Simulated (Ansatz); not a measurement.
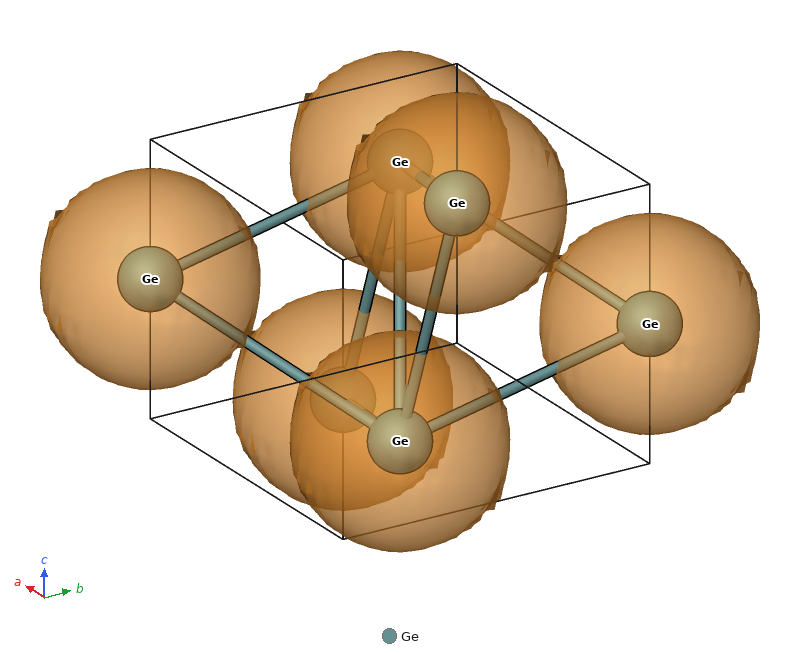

The picture shows: Ge. Isosurface of the valence pseudo-density at 0.3 e/Å³ (orange), seen at an oblique angle. Sticks mark near contacts.

Space group I4/mmm; a structure generated by program, which may or may not match a known phase.

All numbers below come from Ansatz, DFT PBE, scalar-relativistic, plane waves, PAW.

In a PAW calculation such maps are meaningful between the atoms, not at the nuclei.

What does this surface tell about the bonding?

At this value the density breaks into separate islands; it holds about 85 % of the electrons treated as valence (semicore included). It bridges none of the near contacts. It is pinched off along the sampled Ge–Ge (2.95 Å) and Ge–Ge (3.01 Å) contacts. On the grid the lowest density along these lines, outside the cores, is 0.2 e/Å³ (Ge–Ge, 2.95 Å) and 0.18 e/Å³ (Ge–Ge, 3.01 Å).
